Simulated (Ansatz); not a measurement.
SiGe$_{2}$

Input file:

```
crystal:
  lattice:
    - [5.12929141, 0.0, 0.0]
    - [-2.56464571, 4.44209667, 0.0]
    - [0.0, 0.0, 4.71935308]
  atoms:
    - { symbol: Si, position: [0.33333333, 0.66666667, 0.5] }
    - { symbol: Si, position: [0.66666667, 0.33333333, 0.5] }
    - { symbol: Ge, position: [0.0, 0.66666667, 0.0] }
    - { symbol: Ge, position: [0.66666667, 0.0, 0.0] }
    - { symbol: Ge, position: [0.33333333, 0.33333333, 0.0] }
    - { symbol: Ge, position: [0.0, 0.0, 0.5] }
basis:
  ecutwfc: 420
kpoints:
  mp_grid: { grid: [12, 12, 8] }
hamiltonian:
  xc: pbe
scf:
  occupations: { method: gaussian, width: 0.1 }
output:
  forces: true
  stress: true
  eigenvalues: true
  write_density: true
  write_potential: true
  elf: true
  volumetric_format: npy
relax:
  adjacent_minimum: "off"
  f_tol: 0.01
  max_steps: 80
  cell: { stress_tol: 0.05 }
```

Launched as:

```sh
ansatz run input.yaml --threads 1 --pin off --max-ram 2560MiB --backend cpu --events-out ev --progress --plain --runs-dir out
```

Below, planes, directions and counts refer to the conventional cell (a = 5.00 Å, b = 5.00 Å, c = 4.98 Å, α = 90.00°, β = 90.00°, γ = 120.00°).

The fields are those of the run's last geometry, not of the input's.

Space group P-62m; a structure generated by program, which may or may not match a known phase.

Method: DFT PBE, scalar-relativistic, plane waves, PAW in Ansatz.

Core electrons are frozen (PAW), and the valence fields are smoothed inside the atomic spheres.

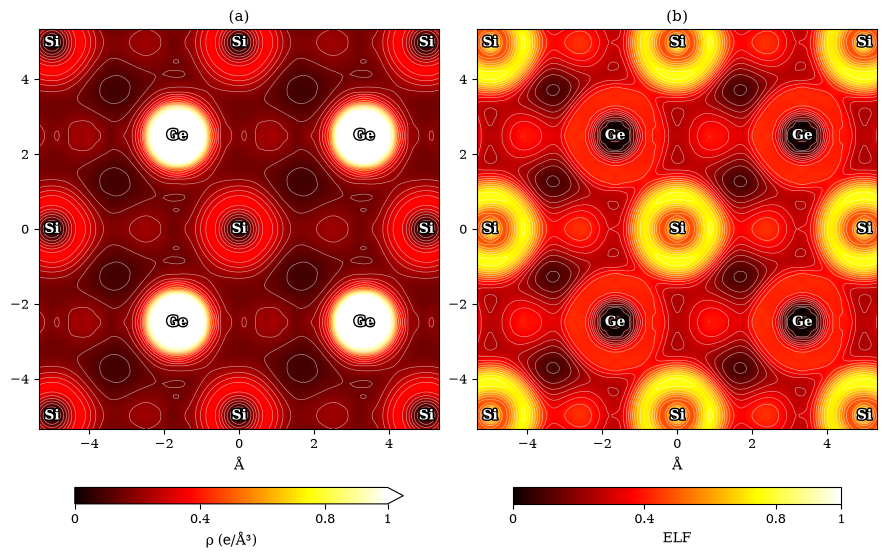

Figure 1. (a) valence electron density; (b) electron localisation function on the (100) plane of the conventional cell.

> What does the map show?

- The section cuts through Si and Ge sites.
- Si–Ge (2.99 Å): ρ is about 0.2 e/Å³ halfway; the ELF peaks at about 0.75 in the valence shell of Si, 0.9 Å from its nucleus, and drops to about 0.40 between the two atoms.
- Between the atoms the lowest density in this plane is 0.08 e/Å³.

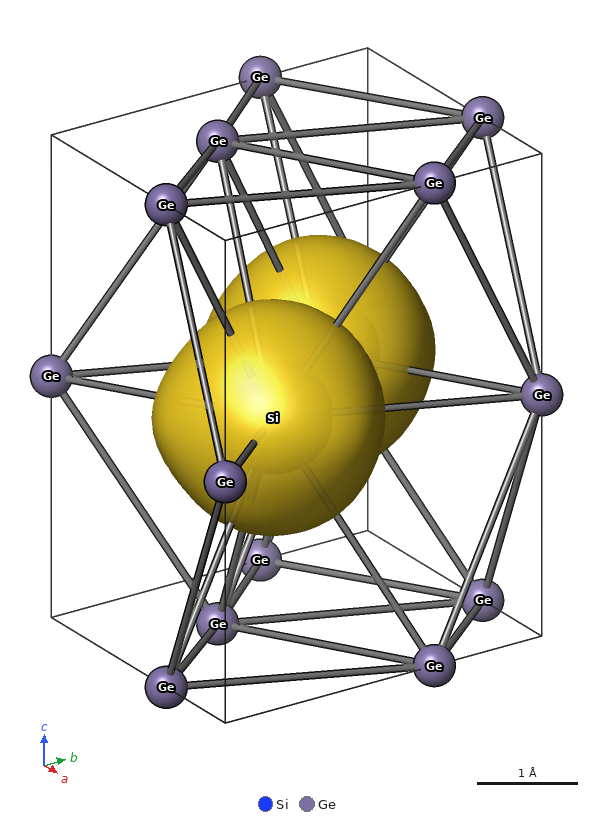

Figure 2. Isosurface of the ELF at 0.6 (yellow), seen slightly off an axis. Core shells and regions of very low density are left out. Sticks mark near contacts.

> Describe the localisation domains.

The surface consists of two regions wrapped around Si (the valence shell of each) and two small core shells on Si, counted in one cell of 6 atoms. Regions shared between cells count once. Along the contacts the grid gives the following. Ge–Ge (2.86 Å): the ELF is about 0.40 at the midpoint. Si–Ge (2.88 Å): the ELF peaks at about 0.75 in the valence shell of Si, 0.9 Å from its nucleus, and is about 0.45 at the midpoint.

> Does the calculation give a band gap?

It is metallic or semimetallic at this level of theory: no gap opens.
